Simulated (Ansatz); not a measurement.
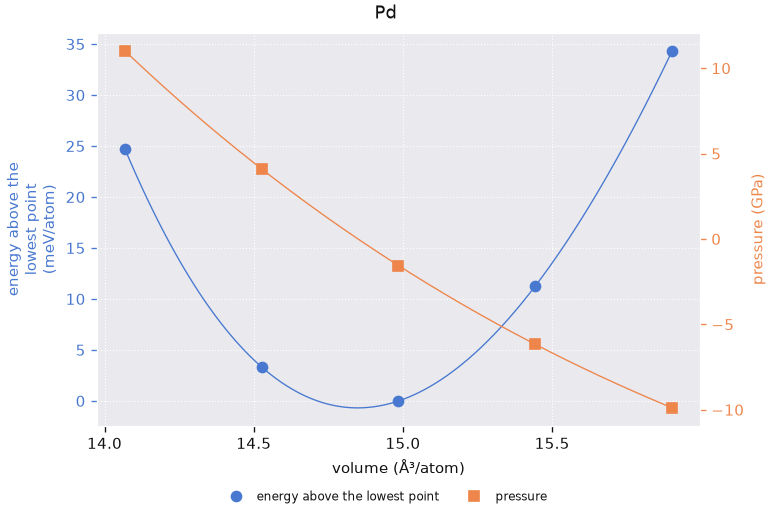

Computed with Ansatz 0.2.0 development build: equation of state of a cubic crystal from periodic Kohn-Sham density functional theory without spin, third-order Birch-Murnaghan fit to the free energies; pressure corrected for the finite basis. Level: HSE06.

structure type fcc; atoms in cell 1; space group number 225; lattice centring face-centred primitive; k mesh 6×6×6; occupation method Fermi–Dirac; occupation width 0.1 eV; wave cutoff 420 eV; datasets soft-1 PAW; density tolerance 0 eV; bands 13; density cutoff ratio 4; search for lower states default; exchange singularity regularized.

**Figure.** Energy above the lowest point and pressure against volume for Pd, space group Fm-3m (No. 225) (one of a set of cubic test structures, which need not be the stable phase).

A third-order Birch–Murnaghan fit gives V0 = 14.85 Å³/atom, B0 = 176 GPa and B′ = 5.9. The energy above the lowest point is 24.8 meV/atom at volume 14.07 Å³/atom and 34.4 meV/atom at 15.90 Å³/atom; the lowest computed point is at volume 14.98 Å³/atom (0.0 meV/atom). The pressure falls from 11.0 GPa at volume 14.07 Å³/atom to −9.9 GPa at 15.90 Å³/atom, and changes sign near 14.86 Å³/atom.

Note: coarse k-mesh, values are not converged in k; no spin polarisation, a magnetic state may lie lower.
